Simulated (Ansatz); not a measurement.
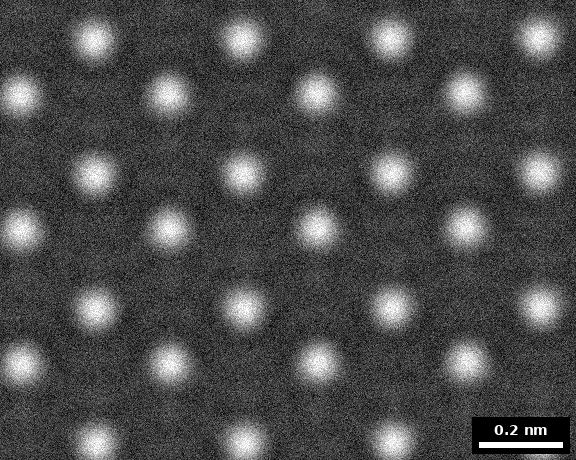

HRTEM-like image of Ir (Cmcm, No. 63). Simulated in the weak-phase-object approximation with neutral-atom potentials: 300 kV, Cs = −40 µm, defocus +106 Å (negative is underfocus), defocus spread 15 Å, aperture 1.15 1/Å. Shot noise was added. Structure used: the geometry given to an electronic-structure calculation, possibly off equilibrium; the starting structure was generated, so it need not be a known form of this composition.

```cif
data_structure
_symmetry_space_group_name_H-M 'Cmcm'
_symmetry_Int_Tables_number 63
_cell_length_a 2.6780
_cell_length_b 6.5426
_cell_length_c 3.6047
_cell_angle_alpha 90.000
_cell_angle_beta 90.000
_cell_angle_gamma 90.000
_cell_volume 63.16
loop_
_atom_site_label
_atom_site_type_symbol
_atom_site_symmetry_multiplicity
_atom_site_Wyckoff_symbol
_atom_site_fract_x
_atom_site_fract_y
_atom_site_fract_z
_atom_site_occupancy
Ir1 Ir 4 c 0.50000 0.14744 0.25000 1
```

### Along which zone axis is the crystal seen: [011], [010], [100] or [111]? (Directions equivalent by symmetry count as one.)

[100]. The projected cells are 2.07 × 2.07 Å, 99° for [011]; 1.34 × 1.80 Å, 90° for [010]; 3.27 × 3.60 Å, 90° for [100]; 1.61 × 2.52 Å, 101° for [111], and the image repeats as the [100] one does.
